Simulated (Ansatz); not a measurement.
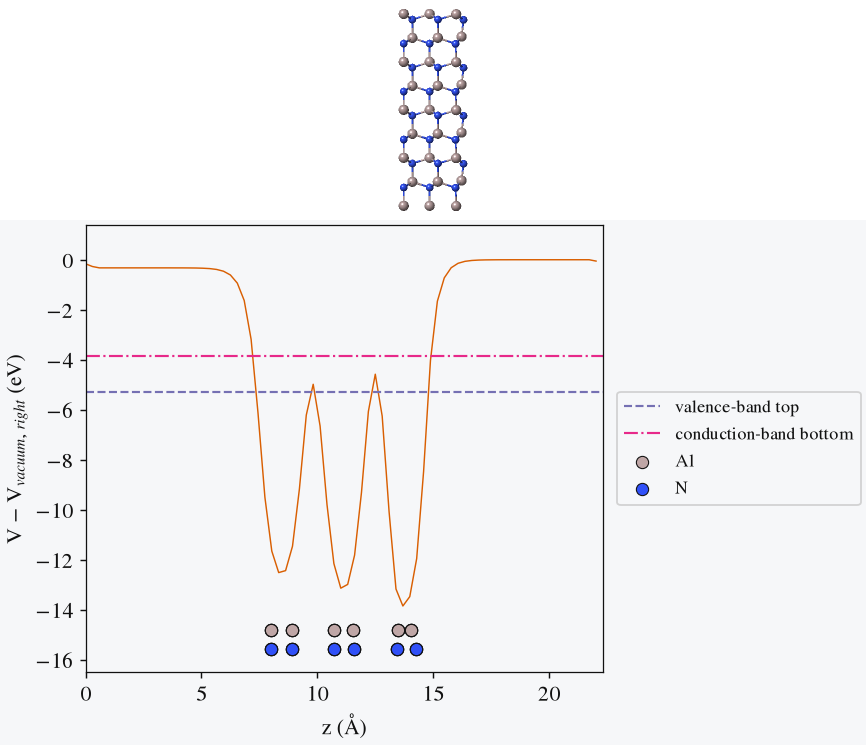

Write a caption with the findings.

Plane-averaged electrostatic potential energy of an electron across the slab; circles at the bottom mark the heights of the atoms (positions after relaxation). The structure is drawn too. System: a (100) slab cut from AlN (P6_3mc), ended by AlN planes, 48 atoms in the cell. Computed with Ansatz 0.2.0: DFT PBE, scalar-relativistic, plane waves, PAW, no spin polarisation, 3×2×1 k mesh, 420 eV cutoff.

From the vacuum level at the right face the ionisation potential is 5.27 eV and the electron affinity 3.85 eV; at the left face they are 4.95 and 3.52 eV. The slab's gap, their difference before rounding, is 1.43 eV. The vacuum levels differ by 0.33 eV, so the slab carries a dipole along its normal. Some atoms were held fixed in the relaxation, which can itself make the faces differ. The outermost atoms are 6.3 Å apart, which leaves 16.1 Å of vacuum in a cell 22.3 Å high.
